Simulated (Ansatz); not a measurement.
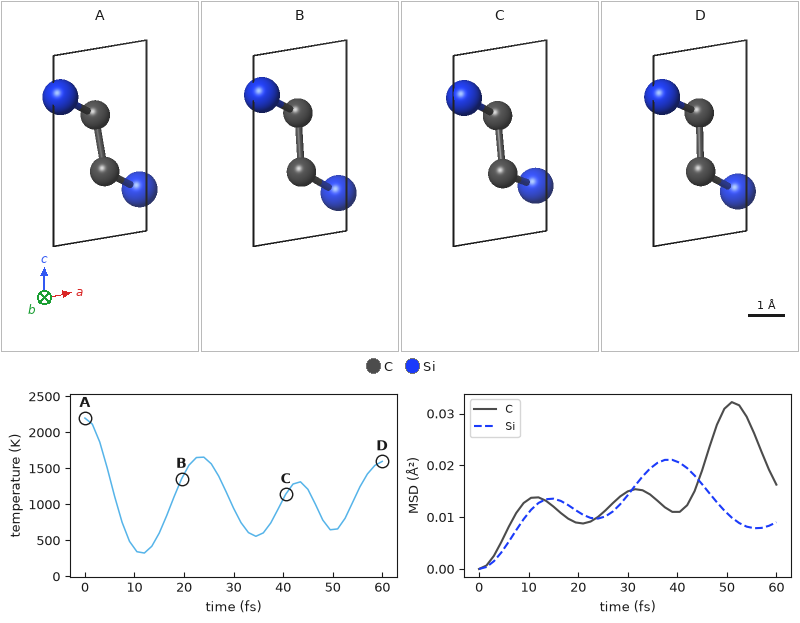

Molecular dynamics of a 4-atom cell of SiC, 60 fs long. Frames (A at 0 fs, B at 19.5 fs, C at 40 fs, D at 60 fs) and the history of the run. A ball-and-stick model of the reduced simulation cell, seen along the b axis. Bonds to atoms that aren't drawn are left out. Lengths and directions refer to the drawn axes.

The calculation used DFT, r2SCAN, plane waves, PAW in Ansatz 0.2.0. Set-up: plane-wave cutoff 500 eV; k-point mesh 6 × 6 × 6; Fermi-Dirac smearing 0.19 eV; constant energy (NVE); velocities drawn for 2200 K; time step 1.5 fs.

Q: What happens in this trajectory?

A: Over the second half the temperature averages 992 K (spread ±316 K). The first frame carries almost no forces, so kinetic energy first flows into potential energy: the temperature drops from 2200 to 325 K within 12 fs, and without a thermostat its mean stays below the start. The potential energy in the second half lies on average 118 meV per atom above the first frame. Root-mean-square distances from the starting positions over the second half, with the common drift of all atoms taken out: C 0.14 Å, Si 0.12 Å. The run lasts only 60 fs, too short to tell vibration from diffusion. The total energy stays between 0 and 2 meV per atom of its start. A straight-line fit has a slope that amounts to +0.0027 meV per atom over 60 fs (under 0.1 % of the mean kinetic energy), and the ripple about it is 1.2 % of the kinetic energy's fluctuation. With a drift under 2 % and a ripple under 7 %, the integration is accurate.
